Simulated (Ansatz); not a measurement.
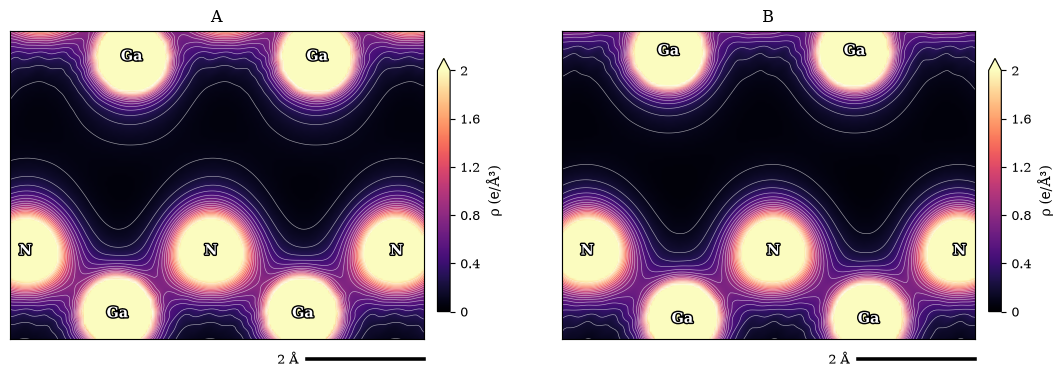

GaN. The valence charge density (pseudo) of two cells that differ in size and shape, on the (011̄) plane of each (indices in the axes of the calculation cell), at one length scale and on one colour scale: B has 12.1 Å³ an atom and A 10.7.

Computed with Ansatz 0.2.0, DFT, r2SCAN, plane waves, PAW.

In a PAW calculation such maps are meaningful between the atoms, not at the nuclei.

What does the compression do to the bonding and the properties?

From the larger cell to the smaller, Ga–N goes from 1.95 to 1.90 Å, and the density at its midpoint from 0.75 to 0.81 e/Å³; the pressure goes from −11 to 14 GPa; the Kohn–Sham gap goes from 1.5 eV to 2.3 eV.
